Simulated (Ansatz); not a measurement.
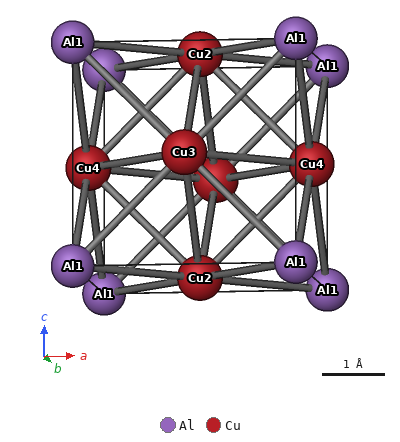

**Figure 1.** The input geometry (ball-and-stick view of the cell of the calculation, seen at an oblique angle; atoms are numbered from 1 in the order of the input). An atom can appear more than once, as a periodic image.

## Run report: AlCu₃, band-structure calculation

AlCu₃ (Pm-3m, 4 atoms in the cell), computed with DFT r2SCAN, scalar-relativistic, plane waves, PAW, no spin polarisation (Ansatz 0.2.0).

The structure derives from a Materials Project entry. Figures and captions count atoms from 1; the log counts them from 0 in places.

Input
```yaml
crystal:
  lattice:
    - [3.6418163312, 0.0, 0.0]
    - [0.0, 3.6418163312, 0.0]
    - [0.0, 0.0, 3.6418163312]
  atoms:
    - { symbol: Al, position: [0.0, 0.0, 0.0] }
    - { symbol: Cu, position: [0.5, 0.5, 0.0] }
    - { symbol: Cu, position: [0.5, 0.0, 0.5] }
    - { symbol: Cu, position: [0.0, 0.5, 0.5] }
basis:
  ecutwfc: 500
kpoints:
  mp_grid: { grid: [12, 12, 12] }
  band_path:
    path:
      - [[0.0, 0.0, 0.0], [0.0, 0.5, 0.0], [0.5, 0.5, 0.0], [0.0, 0.0, 0.0], [0.5, 0.5, 0.5], [0.0, 0.5, 0.0]]
      - [[0.5, 0.5, 0.5], [0.5, 0.5, 0.0]]
    npoints: 14
hamiltonian:
  xc: r2scan
scf:
  occupations: { method: gaussian, width: 0.1 }
  n_extra_bands: 10
output:
  forces: true
  stress: true
  eigenvalues: true
  populations: true
  dos: { projected: true, de: 0.02, nscf_kmesh: { grid: [18, 18, 18] } }
  bader: true
  write_density: true
  write_potential: true
  elf: true
  volumetric_format: npy
```

Run as:
```bash
ansatz run input.yaml --threads 1 --pin off --max-ram 2560MiB --backend cpu --events-out ev --progress --plain --runs-dir out
```

The program's output
```
scf.n_extra_bands = 10 over 30 filled bands (N_el = 60.0): the run solves 40 bands
Engine: ansatz 0.2.0, x86_64-unknown-linux-gnu
Pseudopotentials: kind: paw
Pseudopotential: Al, paw, valence charge 3, recommended cutoff 500 eV (meta_gga), Al.paw.azcp
Pseudopotential: Cu, paw, valence charge 19, recommended cutoff 500 eV (meta_gga), Cu.paw.azcp
Functional definition: r2SCAN
  parameter k0 = 0.174
  parameter k1 = 0.065
  parameter a1 = 4.9479
  exchange = r2scan_x(k0 = k0, k1 = k1, a1 = a1)
  correlation = r2scan_c
Crystal: 4 atoms, lattice volume = 48.301 Å³
Basis set: ecut = 500 eV, 1237 PW (Γ), exchange–correlation on 108×108×108 points (64 copies of the dense FFT grid, shifted against one another)
Bands: 40, of which v1, the nominal top of the filled ones, is band 30 counted from 1 (29 counted from 0)
Symmetry: 48 space group operations
Space group: Pm-3m (ITA 221), of the structure as read, at distance tolerance 3.6e-5 Å
k-points: 84 of 1728
Non-local potential: Al, projectors of the file, l = 0: 2, l = 1: 2, l = 2: 1
Non-local potential: Cu, projectors of the file, l = 0: 3, l = 1: 2, l = 2: 3, l = 3: 1
PAW form: soft (Blöchl's): semilocal exchange-correlation on the pseudo side does not see the compensation charge
PAW frozen core: Al, regenerated for the run's functional (the file was generated under x = pbe(κ = 0.804, μ = 0.2195149727645171), c = pbe(β = 0.06672455060314922))
PAW frozen core: Cu, regenerated for the run's functional (the file was generated under x = pbe(κ = 0.804, μ = 0.2195149727645171), c = pbe(β = 0.06672455060314922))
PAW one-centre angular grid: Al, 302 points (default); XC on 160 Gauss nodes
PAW one-centre angular grid: Cu, 590 points (default); XC on 160 Gauss nodes
Initial density: superposition of atomic densities (neutral atoms: chi_scale 0, normalization atom), corrected by the library's trained network
Initial wavefunctions: pseudopotential atomic-orbital guess
Functional: x = r2scan, c = r2scan; τ floored in thin density (d = 2e-4 eV/Å³)
SCF iter   1: F=—  HF=-20434.953071 eV  |F-HF|=—  |Δ(HF+E_count)|=         —  Δρ=3.90e-2  dr2=4.45e-1  dr2_τ=7.89e-3  ethr=1.77e-3  ⟨swp⟩=5.2  Hψ=12895  notcnv=0  defer=76
preconditioner: auto → Kerker (q_TF=auto, 2.829 Å⁻¹)  [metal: Δε(μ)=0.029 eV  Ē_g=12.383 eV  σ=0.100 eV  W_gap=0.16  n_scr=18 (ndim 8)  ℏωp=32.1 eV  f_vac=0.001  D(μ)=0.65/eV (n_scr^D=0)]
SCF iter   2: F=—  HF=-20434.929741 eV  |F-HF|=—  |Δ(HF+E_count)|=   2.33e-2  Δρ=1.58e-2  dr2=5.06e-2  dr2_τ=3.87e-3  ethr=7.41e-4  ⟨swp⟩=2.0  Hψ=5913  notcnv=0  defer=333
SCF iter   3: F=—  HF=-20434.894077 eV  |F-HF|=—  |Δ(HF+E_count)|=   3.57e-2  Δρ=8.17e-3  dr2=2.75e-2  dr2_τ=1.22e-4  ethr=8.44e-5  ⟨swp⟩=2.1  Hψ=5771  notcnv=0  defer=333
SCF iter   4: F=—  HF=-20434.886993 eV  |F-HF|=—  |Δ(HF+E_count)|=   7.08e-3  Δρ=1.28e-3  dr2=1.02e-3  dr2_τ=2.06e-5  ethr=4.58e-5  ⟨swp⟩=1.1  Hψ=3881  notcnv=0  defer=329
SCF iter   5: F=—  HF=-20434.887521 eV  |F-HF|=—  |Δ(HF+E_count)|=   5.28e-4  Δρ=5.73e-4  dr2=2.52e-4  dr2_τ=2.43e-6  ethr=1.70e-6  ⟨swp⟩=2.0  Hψ=4619  notcnv=0  defer=329
SCF iter   6: F=—  HF=-20434.887474 eV  |F-HF|=—  |Δ(HF+E_count)|=   4.71e-5  Δρ=2.60e-4  dr2=3.08e-5  dr2_τ=1.23e-7  ethr=4.20e-7  ⟨swp⟩=2.1  Hψ=4400  notcnv=0  defer=329
SCF iter   7: F=—  HF=-20434.887462 eV  |F-HF|=—  |Δ(HF+E_count)|=   1.22e-5  Δρ=4.56e-5  dr2=6.35e-7  dr2_τ=8.06e-9  ethr=5.13e-8  ⟨swp⟩=2.0  Hψ=3941  notcnv=0  defer=329
SCF iter   8: F=-20434.887462 eV  HF=-20434.887462 eV  |F-HF|=3.85e-9  |Δ(HF+E_count)|=   8.81e-8  Δρ=7.62e-6  dr2=2.83e-8  dr2_τ=2.18e-10  ethr=1.67e-10  ⟨swp⟩=11.9  Hψ=23081  notcnv=0
SCF 1 converged in 8 iterations: F = -20434.887462 eV  dr2 = 2.83e-8
  greatest PAW one-centre occupation: 1.000 electrons in one spin orbital (limit 2), on the Cu atom at site 2 (counted from 0), in its partial waves of l = 0
```

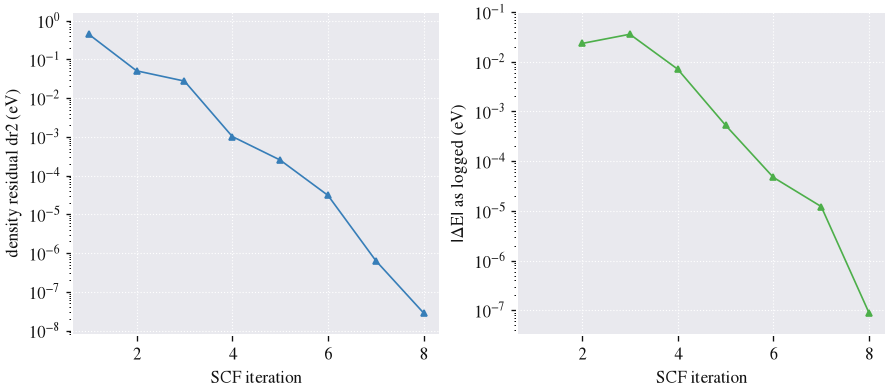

**Figure 2.** Convergence of the self-consistent field: density residual dr2 and size of the energy change against the SCF iteration. The residual falls at every step.

```
NSCF: frozen V_eff on 86 k-points
NSCF: frozen V_eff on 220 k-points
SCF converged after 8 iterations
Free energy (F): -20434.887462 eV
Harris-Foulkes:  -20434.887462 eV  (|F-HF|=3.85e-9)
Internal energy: -20434.882656 eV  (E = F + TS)
E sigma→0 (E₀):  -20434.885059 eV
Entropy (-TS):   -0.004806 eV (-1.201 meV/atom)
Fermi energy:    15.198468 eV
--- Per-component energies (eV) ---
  E_band       = -1236.799710
  E_kinetic    = 924.226242
  E_local      = -13980.581783  (includes V_loc(G=0)·N_el)
  E_nonlocal   = 1190.441717
  E_hartree    = 6239.104711
  E_xc         = -290.206209
  E_vxc        = -409.055995  (∫ρ·V_xc dr)
  E_paw        = -5503.242644  (= ΣΔE_a)
  E_vpaw       = -1468.937058  (= ΣTr[D̂ρ^β])
  E_aug_tail   = 0.000427  (compensation charges beyond the density's cutoff)
  E_vtau       = 28.879176  (kinetic-family band-sum trace: ∫τ·v_τ [+ j·A + Jᵃ·Aᵃ] dr)
  E_ewald      = -9013.661685
  E_core_change = -0.963432  (= ΣΔE_core)
  E_smearing   = -0.004806  (= −TS)
  E_closure    = -0.000000  (closes the sum)
  Σ components = -20434.887462   (vs F -20434.887462, Δ=0.00e0)
--- Forces (eV/Å), atoms counted from 1 ---
  atom   1  Al    -0.00000000    -0.00000000     0.00000000
  atom   2  Cu     0.00000000     0.00000000    -0.00000000
  atom   3  Cu     0.00000000    -0.00000000    -0.00000000
  atom   4  Cu     0.00000000    -0.00000000    -0.00000000
  max |Σ_I F_I| component: 1.22e-28 eV/Å
--- Stress (GPa, compression-positive) ---
        0.004493       0.000000       0.000000
        0.000000       0.004493       0.000000
        0.000000       0.000000       0.004493
  P = ⅓ Tr σ = 0.0045 GPa (0.045 kbar)
--- Band table (eV; the first three rows and the last of 84) ---
  k-point 0: bands = ["-101.7867", "-101.7742", "-101.7742", "-57.6445", "-57.6445", "-57.6445", "-57.6254", "-57.6254", "-57.6254", "-57.5123", "-57.5123", "-57.5123", "4.0345", "9.6559", "10.2300", "10.2300", "10.5486", "10.5486", "10.5486", "12.0033", "12.0033", "12.0033", "12.6121", "12.6121", "12.8511", "13.1260", "13.1260", "13.1260", "14.8952", "14.8952", "14.8952", "19.7801", "19.7801", "20.7380", "26.3886", "26.3886", "26.3886", "27.7002", "27.7002", "27.7002"]
  k-point 1: bands = ["-101.7865", "-101.7744", "-101.7742", "-57.6441", "-57.6441", "-57.6440", "-57.6256", "-57.6256", "-57.6255", "-57.5130", "-57.5126", "-57.5126", "4.1191", "9.6782", "10.1904", "10.2748", "10.5597", "10.5597", "10.5653", "11.9765", "11.9765", "11.9863", "12.5802", "12.6129", "12.8280", "13.0084", "13.0084", "13.1261", "14.4269", "15.1098", "15.1098", "19.7944", "20.1375", "21.0704", "25.8288", "25.8288", "26.0860", "27.2280", "27.2280", "27.2372"]
  k-point 2: bands = ["-101.7860", "-101.7750", "-101.7742", "-57.6428", "-57.6428", "-57.6424", "-57.6261", "-57.6261", "-57.6256", "-57.5147", "-57.5134", "-57.5134", "4.3713", "9.6985", "10.0779", "10.4037", "10.5917", "10.5917", "10.6132", "11.9020", "11.9020", "11.9377", "12.4805", "12.6127", "12.7616", "12.7665", "12.7665", "13.1262", "13.5067", "15.6418", "15.6418", "19.8377", "20.4611", "22.3532", "24.4635", "24.4635", "25.3785", "26.2415", "27.4074", "27.4074"]
  k-point 83: bands = ["-101.7784", "-101.7784", "-101.7784", "-57.6597", "-57.6597", "-57.6597", "-57.6017", "-57.6017", "-57.6017", "-57.5794", "-57.4937", "-57.4937", "8.5596", "9.9741", "9.9741", "9.9741", "11.4864", "11.4864", "11.4864", "12.0393", "12.0393", "12.0393", "12.0638", "12.0638", "12.0638", "12.2217", "12.2217", "12.9405", "12.9405", "12.9405", "13.7248", "16.7736", "17.1206", "17.1206", "17.1206", "32.6708", "32.6708", "34.2937", "34.2937", "34.2937"]
--- Löwdin populations: 4 sites ---
  site symbol       q [e]
     0     Al      3.9477
     1     Cu     18.5322
     2     Cu     18.5322
     3     Cu     18.5322
  spilling = 0.007594 (of n_electrons = 60.000000)
--- Bader charges: 4 sites ---
  site symbol  charge [e]  shift [e]
     0     Al      1.6068     0.0009
     1     Cu     -0.5356     0.0003
     2     Cu     -0.5356     0.0003
     3     Cu     -0.5356     0.0003
  estimated error of the sums over rays = 4.9e-4 e
```

File populations.tsv
```
# site	symbol	l	j	q
# orbitals = lowdin
# n_electrons = 60.000000
# spilling = 0.007594
0	Al	0_3S	-	1.185225
0	Al	1_3P	-	2.762488
1	Cu	0_3S	-	1.990354
1	Cu	0_4S	-	0.787805
1	Cu	1_3P	-	5.997682
1	Cu	2_3D	-	9.756366
2	Cu	0_3S	-	1.990354
2	Cu	0_4S	-	0.787805
2	Cu	1_3P	-	5.997682
2	Cu	2_3D	-	9.756366
3	Cu	0_3S	-	1.990354
3	Cu	0_4S	-	0.787805
3	Cu	1_3P	-	5.997682
3	Cu	2_3D	-	9.756366
```

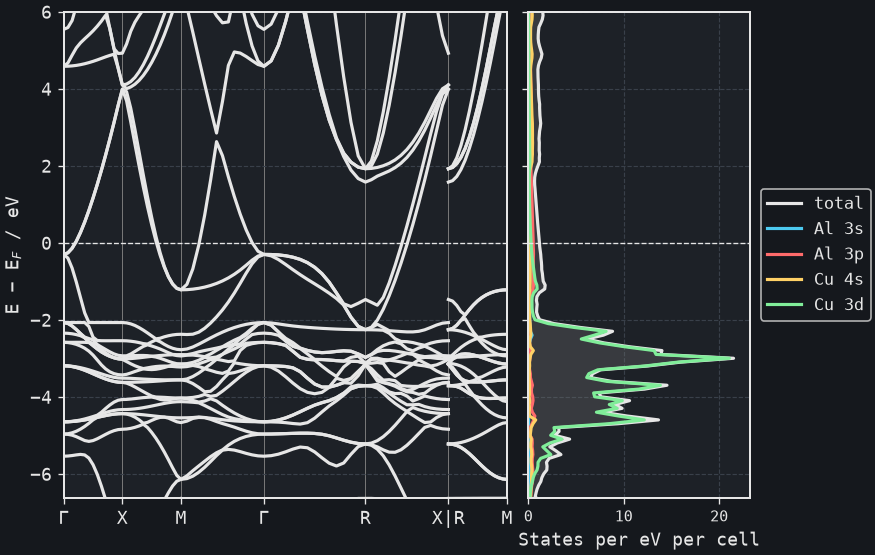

**Figure 3.** Band structure along Γ–X–M–Γ–R–X|R–M and density of states (projected on Löwdin-orthogonalised atomic shells), with energies from the Fermi level. Bands cross the Fermi level: a metal at this level of theory.

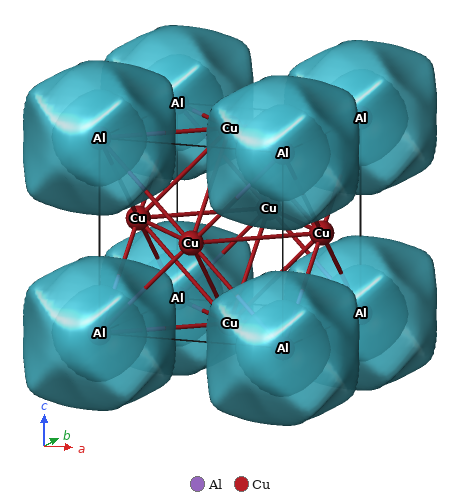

**Figure 4.** Isosurface of the ELF at 0.4 (cyan), seen slightly off an axis. Only the valence region is drawn (cores and ρ < 0.01 e/Å³ removed). Sticks mark near contacts. The outline is the cell set on symmetry axes. Along the contacts the grid gives the following. Al–Cu (2.58 Å): the ELF is about 0.40 at the midpoint (no shared electron pair). Cu–Cu (2.58 Å): the ELF is about 0.25 at the midpoint (no shared electron pair). The fields are those of the smooth PAW valence density.

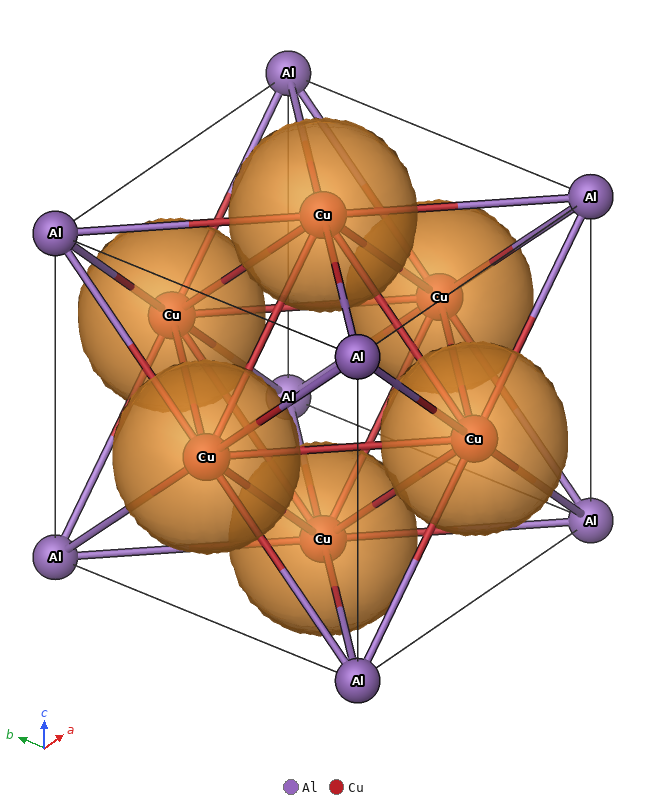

**Figure 5.** Isosurface of the valence pseudo-density at 0.6 e/Å³ (orange), seen at an oblique angle. Sticks mark near contacts. The outline is the cell set on symmetry axes. At this value the density breaks into separate islands; it holds about 85 % of the electrons treated as valence (semicore included). It is pinched off along the Al–Cu (2.58 Å) and Cu–Cu (2.58 Å) contacts. On the grid the lowest density along these lines, outside the cores, is 0.23 e/Å³ (Al–Cu, 2.58 Å) and 0.27 e/Å³ (Cu–Cu, 2.58 Å).

Summary

| quantity | value |
| --- | --- |
| outcome | converged |
| space group (tolerance 0.01 Å) | Pm-3m (221) |
| electrons treated | 60 |
| free energy | −20434.8875 eV |
| Fermi energy | 15.198 eV |
| gap on the k-point mesh | none (metallic) |
| pressure | 0.00 GPa |
| largest force (length of the vector) | under 0.001 eV/Å |
| hardware | 1 thread of Intel Xeon @ 2.50GHz (Skylake/Cascade Lake), 189 GiB of memory available, shared host |
| wall time | 1.9 min |
| peak memory | 0.62 GiB |
